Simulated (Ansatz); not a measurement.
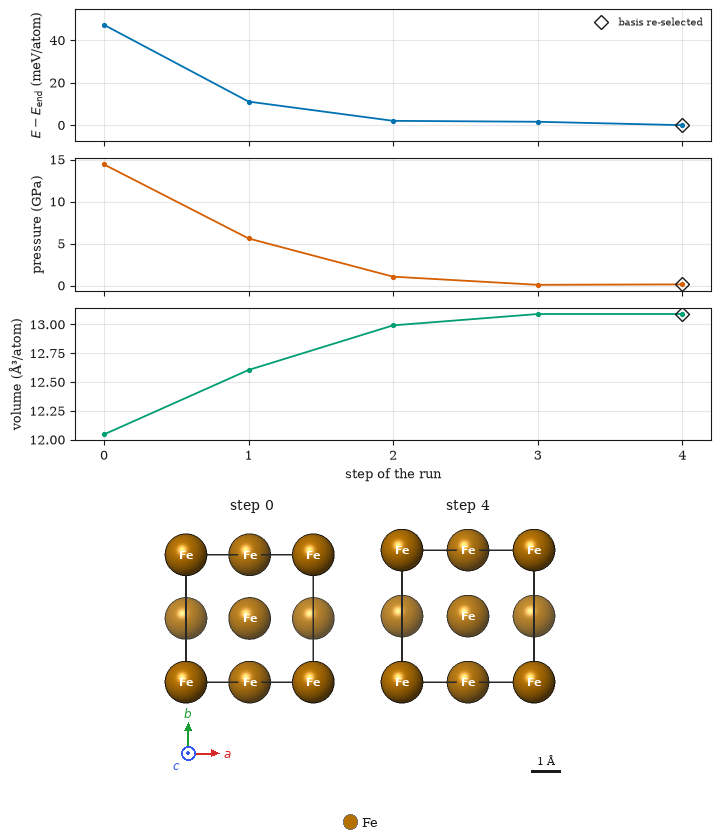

First and last geometry of a relaxation of a crystal of Fe (built on the beta-tin_141 type) (coarse preliminary run), with the history of the run. A spheres-only model of the conventional cell (2 times the calculation's cell), seen along the c axis. Lengths and directions refer to the drawn axes.

Case: beta-tin type (I4_1/amd, No. 141).

Method: DFT r2SCAN, scalar-relativistic, plane waves, PAW (Ansatz).

Input file:
```yaml
crystal:
  lattice:
    - [-2.2266965569, 2.2266965569, 1.2147040754]
    - [2.2266965569, -2.2266965569, 1.2147040754]
    - [2.2266965569, 2.2266965569, -1.2147040754]
  atoms:
    - { symbol: Fe, position: [0.0, 0.0, 0.0], spin: 3.07 }
    - { symbol: Fe, position: [0.75, 0.25, 0.5], spin: 3.07 }
basis:
  ecutwfc: 500
kpoints:
  mp_grid: { grid: [8, 8, 8] }
hamiltonian:
  xc: r2scan
scf:
  occupations: { method: gaussian, width: 0.1 }
  lower_state_search: "off"
output:
  forces: true
  stress: true
  eigenvalues: true
  populations: true
magnetization:
  spin_polarized: true
relax:
  adjacent_minimum: "off"
  f_tol: 0.04
  max_steps: 70
  cell: { stress_tol: 0.4 }
```

Read the history and describe the run.

It converged. The energy falls by 47.3 meV per atom in 3 accepted moves (4 points after the start). All forces vanish by symmetry, so only the cell relaxes. Pressure: 14.43 GPa at the start and 0.14 GPa at the end. At 1 point the geometry stayed and the basis and grid were re-selected for the new cell (energy shift of 1.6 meV per atom at most each time). The atoms keep their places relative to the cell (all moves are under 0.005 Å). The volume changes by +8.7 %, with a = b 4.453 → 4.618 Å (+3.7 %), c 2.429 → 2.456 Å (+1.1 %). Among the contacts that change: Fe1–Fe2 2.308 → 2.389 Å, Fe1–Fe1 2.429 → 2.456 Å. The space group stays I4_1/amd (No. 141). The run took of the order of 70 core-seconds on a shared host.
